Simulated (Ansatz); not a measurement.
System: Ni3Ge.

Input file:

```
crystal:
  lattice:
    - [3.5303341067, 0.0, 0.0]
    - [0.0, 3.5303341067, 0.0]
    - [0.0, 0.0, 3.5303341067]
  atoms:
    - { symbol: Ni, position: [0.5, 0.0, 0.5], spin: 1.5 }
    - { symbol: Ni, position: [0.0, 0.5, 0.5], spin: 1.5 }
    - { symbol: Ni, position: [0.5, 0.5, 0.0], spin: 1.5 }
    - { symbol: Ge, position: [0.0, 0.0, 0.0] }
magnetization:
  spin_polarized: true
kpoints:
  mp_grid: { grid: [8, 8, 8] }
scf:
  occupations: { method: fermi_dirac, width: 0.05 }
  lower_state_search: "off"
hamiltonian:
  xc: lda
  pseudopotentials: { kind: paw }
output:
  forces: true
  stress: true
  eigenvalues: true
  populations: true
  dos: { projected: true, de: 0.1, e_range: [-8, 5] }
  write_density: true
  write_potential: true
  elf: true
  volumetric_format: npy
```

Run with:

```sh
ansatz run input.yaml --threads 2 --pin off --max-ram 6144MiB --backend cpu --events-out ev --progress --plain --runs-dir out
```

Below, planes, directions and counts refer to the conventional cell (a = 3.53 Å, b = 3.53 Å, c = 3.53 Å, α = 90.00°, β = 90.00°, γ = 90.00°).

Space group Pm-3m; a structure from a database of computed crystals, not necessarily the ambient phase; computed pressure about −8 GPa in this cell; the program warned that a starting moment wasn't kept; spin-polarised, but the moments vanished.

Computed with DFT, LDA, PAW with Ansatz's default frozen-core files, scalar-relativistic (Ansatz).

**What can the converged valence pseudo-density and electron localisation function tell about the bonding?**

Ni–Ge (2.50 Å): ρ at the midpoint is about 0.36 e/Å³; the ELF is about 0.35 at the midpoint.

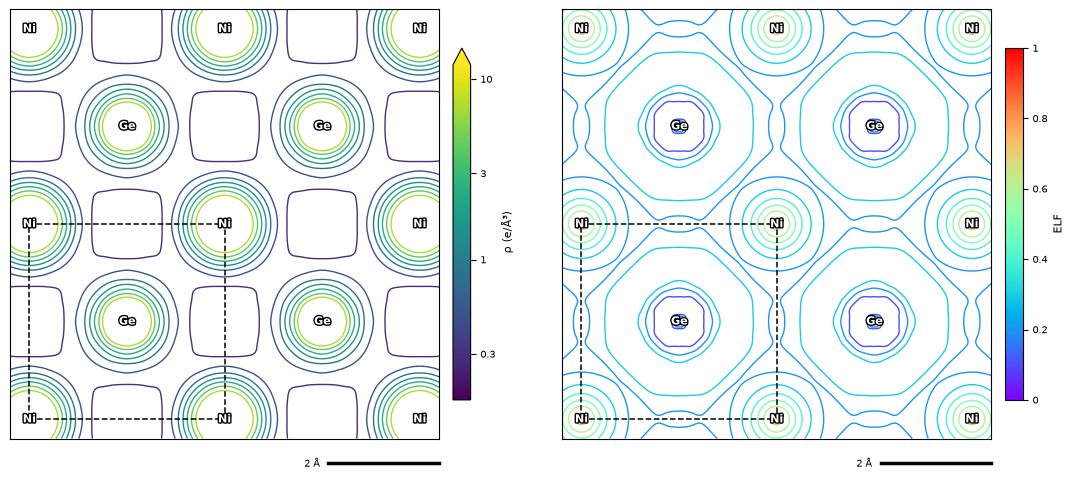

Computed valence pseudo-density and electron localisation function on the (001) plane of the conventional cell, in this order. 

In a PAW calculation such maps are meaningful between the atoms, not at the nuclei.
